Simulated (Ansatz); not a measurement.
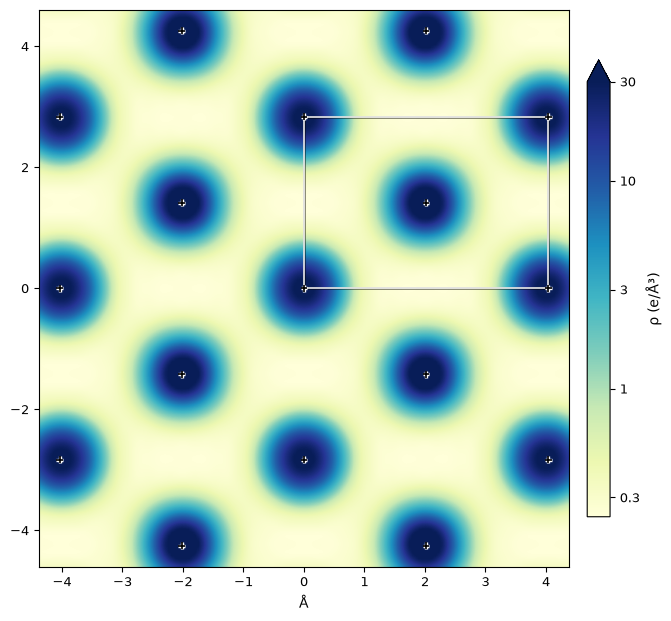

The valence charge density (pseudo) on a plane through atoms (crosses mark nuclei in the plane).

Theory: DFT r2SCAN, scalar-relativistic, plane waves, PAW (Ansatz).

Candidates:
A. TiAl3, a = 3.85 Å, b = 3.85 Å, c = 8.62 Å, α = 90.00°, β = 90.00°, γ = 90.00°. Space group I4/mmm; a structure from a database of computed crystals, not necessarily the ambient phase; computed pressure about −2 GPa in this cell; computed without spin polarisation.
B. MoS2, a = 3.13 Å, b = 3.13 Å, c = 17.88 Å, α = 90.00°, β = 90.00°, γ = 120.00°. Space group R-3m; computed pressure about 4 GPa in this cell; the program warned that a starting moment wasn't kept; spin-polarised, but the moments vanished.
C. Fe3Co, a = 4.03 Å, b = 4.03 Å, c = 2.84 Å, α = 90.00°, β = 90.00°, γ = 90.00°. Space group P4/mmm; a structure from a database of computed crystals, not necessarily the ambient phase; spin-polarised.

### Which candidate gave the map?

Candidate C: Fe3Co on the (010) plane of the conventional cell, which holds Fe and Co. Fe–Co (2.47 Å): ρ at the midpoint is about 0.34 e/Å³.
